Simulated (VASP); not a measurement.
# WSe$_{2}$: geometry relaxation (part 1 of 2)

System: WSe$_{2}$ (slab, 6 atoms in the cell).
Method: Kohn-Sham DFT of a periodic cell, LDA, VASP PAW LDA potentials, recommended, no spin polarisation (VASP 6.6.1).

The structure derives from an entry of the Crystallography Open Database.

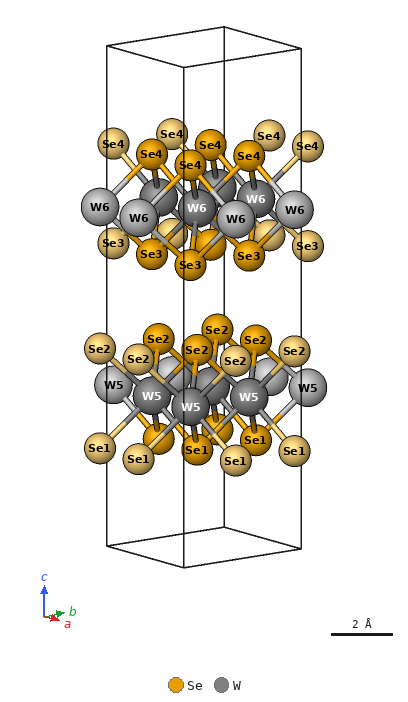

Figure 1. The structure as given in the input (ball-and-stick view of the 2 × 2 repeat of the cell, with the vacuum cut short, seen slightly off an axis; neighbours outside the cell are drawn fainter; atoms are numbered from 1 in the order of the input). Near neighbours in the crystal (not all of them lie inside the picture): Se has 3 W at 2.51 Å; W has 6 Se at 2.51 Å.

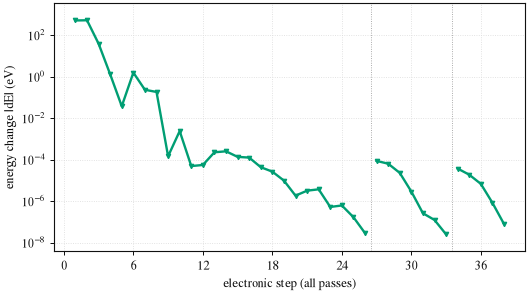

Figure 2. Convergence of the self-consistent field: energy change |dE| against the electronic step. Each stretch between dotted lines is the SCF of one geometry step of a relaxation. The 3 ionic steps take 5 to 26 electronic steps each. The density is held fixed in the first few steps, and dE rises again when its update begins.

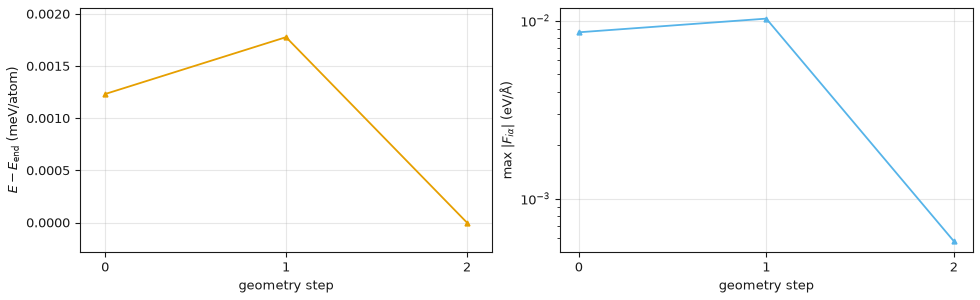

Figure 3. Progress of the relaxation, step by step (steps are counted from 0). The atoms keep their places (all moves are under 0.005 Å). The lattice vectors keep their values. The energy falls by next to nothing (0.0 meV per atom) in 2 geometry steps. The largest force component goes from 0.0086 to 0.00058 eV/Å.

The input and output of the run follow.

### INCAR
```
SYSTEM = WSe2
ALGO = Normal ; EDIFF = 1E-7
EDIFFG = -0.005 ; ENCUT = 600
GGA = CA ; IBRION = 2
ISIF = 3 ; ISMEAR = 0
KPAR = 2 ; LASPH = .True.
LATTICE_CONSTRAINTS = .TRUE. .TRUE. .FALSE. ; LCHARG = .False.
LREAL = .False. ; LWAVE = .False.
NELM = 80 ; NSW = 90
PREC = Accurate ; SIGMA = 0.03
```

### KPOINTS
```
k-points
0
Gamma
  12 12 1
  0 0 0
```

### POSCAR
```
WSe2                                    
1.0
    3.2538074386     -0.0000000000      0.0000000000
   -1.6269037193      2.8178799024      0.0000000000
    0.0000000000      0.0000000000     27.8312600000
  Se              W             
     4     2
Direct
     0.3333333300000021    0.6666666699999979    0.3249104137300286
     0.3333333300000021    0.6666666699999979    0.4449020158705778
     0.6666666699999979    0.3333333300000021    0.5550979841294225
     0.6666666699999979    0.3333333300000021    0.6750895862699712
     0.6666666699999979    0.3333333300000021    0.3848294625664461
     0.3333333300000021    0.6666666699999979    0.6151705374335540
```

Launched with:
```bash
cat potpaw_LDA.64/Se/POTCAR potpaw_LDA.64/W_sv/POTCAR > POTCAR
mpirun -np 2 vasp_std > vasp.out
```

### OSZICAR
```
N       E                     dE             d eps       ncg     rms          rms(c)
DAV:   1     0.508482270130E+03    0.50848E+03   -0.28971E+04  1434   0.161E+03
DAV:   2    -0.104580649213E+02   -0.51894E+03   -0.51016E+03  1526   0.359E+02
DAV:   3    -0.490159947287E+02   -0.38558E+02   -0.38285E+02  1447   0.932E+01
DAV:   4    -0.503055964130E+02   -0.12896E+01   -0.12850E+01  1491   0.178E+01
DAV:   5    -0.503428545961E+02   -0.37258E-01   -0.37219E-01  1475   0.297E+00    0.316E+01
DAV:   6    -0.487878129563E+02    0.15550E+01   -0.92520E+00  1393   0.171E+01    0.116E+01
DAV:   7    -0.485567634745E+02    0.23105E+00   -0.44208E+00  1382   0.878E+00    0.537E+00
DAV:   8    -0.483749862390E+02    0.18178E+00   -0.78282E-01  1562   0.483E+00    0.119E+00
DAV:   9    -0.483751304257E+02   -0.14419E-03   -0.73475E-02  1594   0.131E+00    0.767E-01
DAV:  10    -0.483727706776E+02    0.23597E-02   -0.18784E-02  1523   0.883E-01    0.153E-01
DAV:  11    -0.483727221028E+02    0.48575E-04   -0.18254E-03  1504   0.259E-01    0.131E-01
DAV:  12    -0.483727768059E+02   -0.54703E-04   -0.13477E-04  1432   0.633E-02    0.787E-02
DAV:  13    -0.483730008115E+02   -0.22401E-03   -0.19454E-04  1417   0.570E-02    0.149E-02
DAV:  14    -0.483732505922E+02   -0.24978E-03   -0.67135E-05  1451   0.315E-02    0.419E-02
DAV:  15    -0.483733852955E+02   -0.13470E-03   -0.21327E-05  1409   0.204E-02    0.149E-02
DAV:  16    -0.483735096035E+02   -0.12431E-03   -0.23944E-05  1443   0.209E-02    0.141E-02
DAV:  17    -0.483735524598E+02   -0.42856E-04   -0.36157E-06  1457   0.102E-02    0.511E-03
DAV:  18    -0.483735785713E+02   -0.26112E-04   -0.15055E-06  1267   0.395E-03    0.146E-03
DAV:  19    -0.483735882385E+02   -0.96672E-05   -0.47545E-07  1162   0.226E-03    0.259E-03
DAV:  20    -0.483735900589E+02   -0.18204E-05   -0.40709E-07  1045   0.154E-03    0.115E-03
DAV:  21    -0.483735932197E+02   -0.31608E-05   -0.14072E-07  1041   0.138E-03    0.346E-04
DAV:  22    -0.483735968940E+02   -0.36743E-05   -0.20467E-07  1014   0.921E-04    0.615E-04
DAV:  23    -0.483735974117E+02   -0.51766E-06   -0.12446E-08   925   0.508E-04    0.389E-04
DAV:  24    -0.483735980236E+02   -0.61188E-06   -0.20904E-08   929   0.468E-04    0.556E-05
DAV:  25    -0.483735981904E+02   -0.16681E-06   -0.42443E-09   869   0.213E-04    0.607E-05
DAV:  26    -0.483735982188E+02   -0.28425E-07   -0.73243E-10   799   0.818E-05
   1 F= -.48373598E+02 E0= -.48373598E+02  d E =-.483736E+02
       N       E                     dE             d eps       ncg     rms          rms(c)
DAV:   1    -0.483736840864E+02   -0.85896E-04   -0.47796E-03  1227   0.666E-01    0.130E-01
DAV:   2    -0.483736209390E+02    0.63147E-04   -0.59453E-04  1260   0.175E-01    0.310E-02
DAV:   3    -0.483735982141E+02    0.22725E-04   -0.75979E-05  1492   0.484E-02    0.126E-02
DAV:   4    -0.483735953513E+02    0.28629E-05   -0.16065E-05  1365   0.245E-02    0.888E-03
DAV:   5    -0.483735950936E+02    0.25770E-06   -0.20372E-06  1543   0.835E-03    0.760E-03
DAV:   6    -0.483735949714E+02    0.12221E-06   -0.88868E-07  1403   0.509E-03    0.129E-03
DAV:   7    -0.483735949466E+02    0.24707E-07   -0.17323E-07   876   0.297E-03
   2 F= -.48373595E+02 E0= -.48373595E+02  d E =0.327215E-05
       N       E                     dE             d eps       ncg     rms          rms(c)
DAV:   1    -0.483736317910E+02   -0.36820E-04   -0.14042E-03  1220   0.361E-01    0.703E-02
DAV:   2    -0.483736132201E+02    0.18571E-04   -0.17421E-04  1252   0.946E-02    0.169E-02
DAV:   3    -0.483736065082E+02    0.67119E-05   -0.22026E-05  1484   0.261E-02    0.682E-03
DAV:   4    -0.483736056870E+02    0.82115E-06   -0.46231E-06  1364   0.132E-02    0.478E-03
DAV:   5    -0.483736056090E+02    0.78032E-07   -0.56222E-07  1290   0.449E-03
   3 F= -.48373606E+02 E0= -.48373606E+02  d E =-.739019E-05
```

### Parts of OUTCAR
```
SYSTEM = WSe2
   EDIFF = 1E-7
   EDIFFG = -0.005
   ENCUT = 600
   GGA = CA
   IBRION = 2
   ISIF = 3
   ISMEAR = 0
   LASPH = .True.
   LREAL = .False.
   NELM = 80
   NSW = 90
   PREC = Accurate

 ion  position               nearest neighbor table
   1  0.333  0.667  0.325-   5 2.51   5 2.51   5 2.51
   2  0.333  0.667  0.445-   5 2.51   5 2.51   5 2.51
   3  0.667  0.333  0.555-   6 2.51   6 2.51   6 2.51
   4  0.667  0.333  0.675-   6 2.51   6 2.51   6 2.51
   5  0.667  0.333  0.385-   1 2.51   1 2.51   1 2.51   2 2.51   2 2.51   2 2.51
   6  0.333  0.667  0.615-   4 2.51   4 2.51   4 2.51   3 2.51   3 2.51   3 2.51

  LATTYP: Found a hexagonal cell.
 ALAT       =     3.2538074386
 C/A-ratio  =     8.5534440883

  Lattice vectors:

 A1 = (   3.2538074386,   0.0000000000,   0.0000000000)
 A2 = (  -1.6269037193,   2.8178799024,   0.0000000000)
 A3 = (   0.0000000000,   0.0000000000,  27.8312600000)

Analysis of symmetry for initial positions (statically):
=====================================================================
 Subroutine PRICEL returns:
 Original cell was already a primitive cell.

 Routine SETGRP: Setting up the symmetry group for a
 hexagonal supercell.

 Subroutine GETGRP returns: Found 12 space group operations
 (whereof 12 operations were pure point group operations)
 out of a pool of 24 trial point group operations.

The static configuration has the point symmetry D_3d.

Analysis of symmetry for dynamics (positions and initial velocities):
=====================================================================
 Subroutine PRICEL returns:
 Original cell was already a primitive cell.

 Routine SETGRP: Setting up the symmetry group for a
 hexagonal supercell.

 Subroutine GETGRP returns: Found 12 space group operations
 (whereof 12 operations were pure point group operations)
 out of a pool of 24 trial point group operations.

The dynamic configuration has the point symmetry D_3d.

 Subroutine INISYM returns: Found 12 space group operations
 (whereof 12 operations are pure point group operations),
 and found     1 'primitive' translations

----------------------------------------------------------------------------------------

                                     Primitive cell

  volume of cell :     255.1803

  direct lattice vectors                    reciprocal lattice vectors
     3.253807439  0.000000000  0.000000000     0.307332262  0.177438364  0.000000000
    -1.626903719  2.817879902  0.000000000     0.000000000  0.354876728  0.000000000
     0.000000000  0.000000000 27.831260000     0.000000000  0.000000000  0.035930820

  length of vectors
     3.253807439  3.253807440 27.831260000     0.354876728  0.354876728  0.035930820

  position of ions in fractional coordinates (direct lattice)
     0.333333330  0.666666670  0.324910414
     0.333333330  0.666666670  0.444902016
     0.666666670  0.333333330  0.555097984
     0.666666670  0.333333330  0.675089586
     0.666666670  0.333333330  0.384829463
     0.333333330  0.666666670  0.615170537

  ion indices of the primitive-cell ions
   primitive index   ion index
                 1           1
                 2           2
                 3           3
                 4           4
                 5           5
                 6           6

----------------------------------------------------------------------------------------

 KPOINTS: k-points

Automatic generation of k-mesh.
 Grid dimensions read from file:
 generate k-points for:   12   12    1

 Generating k-lattice:

  Cartesian coordinates                     Fractional coordinates (reciprocal lattice)
     0.025611022  0.014786530  0.000000000     0.083333333  0.000000000  0.000000000
     0.000000000  0.029573061  0.000000000     0.000000000  0.083333333  0.000000000
     0.000000000  0.000000000  0.035930820     0.000000000  0.000000000  1.000000000

  Length of vectors
     0.029573061  0.029573061  0.035930820

  Shift w.r.t. Gamma in fractional coordinates (k-lattice)
     0.000000000  0.000000000  0.000000000

 Subroutine IBZKPT returns following result:
 ===========================================

 Found     19 irreducible k-points:

 Following reciprocal coordinates:
            Coordinates               Weight
  0.000000  0.000000  0.000000      1.000000
  0.083333  0.000000  0.000000      6.000000
  0.166667  0.000000  0.000000      6.000000
  0.250000  0.000000  0.000000      6.000000
  0.333333  0.000000  0.000000      6.000000
  0.416667 -0.000000  0.000000      6.000000
  0.500000  0.000000  0.000000      3.000000
  0.083333  0.083333  0.000000      6.000000
  0.166667  0.083333  0.000000     12.000000
  0.250000  0.083333  0.000000     12.000000
  0.333333  0.083333  0.000000     12.000000
  0.416667  0.083333  0.000000     12.000000
  0.166667  0.166667  0.000000      6.000000
  0.250000  0.166667  0.000000     12.000000
  0.333333  0.166667  0.000000     12.000000
  0.416667  0.166667  0.000000      6.000000
  0.250000  0.250000  0.000000      6.000000
  0.333333  0.250000  0.000000     12.000000
  0.333333  0.333333  0.000000      2.000000
   k-points           NKPTS =     19   k-points in BZ     NKDIM =     19   number of bands    NBANDS=     31
   number of dos      NEDOS =    301   number of ions     NIONS =      6
   total plane-waves  NPLWV = 175616
   dimension x,y,z NGX =    28 NGY =   28 NGZ =  224
   dimension x,y,z NGXF=    56 NGYF=   56 NGZF=  448
   ions per type =               4   2
   NGX,Y,Z   is equivalent  to a cutoff of  14.31, 14.31, 13.38 a.u.
   NGXF,Y,Z  is equivalent  to a cutoff of  28.61, 28.61, 26.76 a.u.
 SYSTEM =  WSe2
   PREC   = accura    normal or accurate (medium, high low for compatibility)
   ISTART =      0    job   : 0-new  1-cont  2-samecut
   ICHARG =      2    charge: 1-file 2-atom 10-const
   ISPIN  =      1    spin polarized calculation?
   LNONCOLLINEAR =      F non collinear calculations
   LSORBIT =      F    spin-orbit coupling
   LASPH  =      T    aspherical Exc in radial PAW
   ENCUT  =  600.0 eV  44.10 Ry    6.64 a.u.   6.50  6.50 55.59*2*pi/ulx,y,z
   NELM   =     80;   NELMIN=  2; NELMDL= -5     # of ELM steps
   EDIFF  = 0.1E-06   stopping-criterion for ELM
   LREAL  =      F    real-space projection
   EDIFFG = -.5E-02   stopping-criterion for IOM
   NSW    =     90    number of steps for IOM
   IBRION =      2    ionic relax: 0-MD 1-quasi-New 2-CG
   NFREE  =      1    steps in history (QN), initial steepest desc. (CG)
   ISIF   =      3    stress and relaxation
   ISYM   =      2    0-nonsym 1-usesym 2-fastsym
   POTIM  = 0.5000    time-step for ionic-motion
   TEBEG  =    0.0;   TEEND  =   0.0 temperature during run
   PSTRESS=    0.0 pullay stress
   NELECT =      52.0000    total number of electrons
   NUPDOWN=      -1.0000    fix difference up-down
   EMIN   =  10.00;   EMAX   =-10.00  energy-range for DOS
   EFERMI =   0.00;   METHOD = LEGACY
   ISMEAR =     0;   SIGMA  =   0.03  broadening in eV -4-tet -1-fermi 0-gaus
   EFERMI_NEDOS =   21; number of points for ismear=-14 and -15
   IALGO  =     38    algorithm
   IMIX   =      4    mixing-type and parameters
     AMIX     =   0.40;   BMIX     =  1.00
     AMIX_MAG =   1.60;   BMIX_MAG =  1.00
  volume/ion in A,a.u.               =      42.53       287.01
  Fermi-wavevector in a.u.,A,eV,Ry     =   0.963371  1.820507 12.627344  0.928084
  Thomas-Fermi vector in A             =   2.092911
   LORBIT       =      0    0 simple, 1 ext, 2 COOP (PROOUT), +10 PAW based schemes
   GGA     = CA    functional components
   LHFCALC =     F    Hartree Fock is set to
   AEXX    =    0.0000 exact exchange contribution
   IVDW    =     0    specifies the selected vdW correction
   LEPSILON=     F    determine dielectric tensor
   LRPA    =     F    only Hartree local field effects (RPA)
 conjugate gradient relaxation of ions
 non-spin polarized calculation
 Gauss-broadening in eV      SIGMA  =   0.03
  energy-cutoff  :      600.00
  volume of cell :      255.18
 maximum number of plane-waves:      8631
 NGX is ok and might be reduce to    28
   NGX = 13   NGY = 13   NGZ =111

--------------------------------------- Ionic step        1  -------------------------------------------

 number of electron      52.0000004 magnetization

 Free energy of the ion-electron system (eV)
  ---------------------------------------------------
  ext. energy  EPLUGINS =         0.00000000
  ---------------------------------------------------
  free energy    TOTEN  =       -48.37359822 eV

  energy without entropy =      -48.37359822  energy(sigma->0) =      -48.37359822

------------------------ aborting loop because EDIFF is reached ----------------------------------------

  FORCE on cell =-STRESS in cart. coord.  units (eV):
  Direction    XX          YY          ZZ          XY          YZ          ZX
  --------------------------------------------------------------------------------------
  -------------------------------------------------------------------------------------
  Total       -0.0342930     -0.0342930     -0.0540877      0.0000000      0.0000000      0.0000000
  in kB       -0.2153125     -0.2153125     -0.3395954      0.0000000      0.0000000      0.0000000
  external PRESSURE =      -0.2567402 kB  Pullay stress =       0.0000000 kB

 VOLUME and BASIS-vectors are now :
```
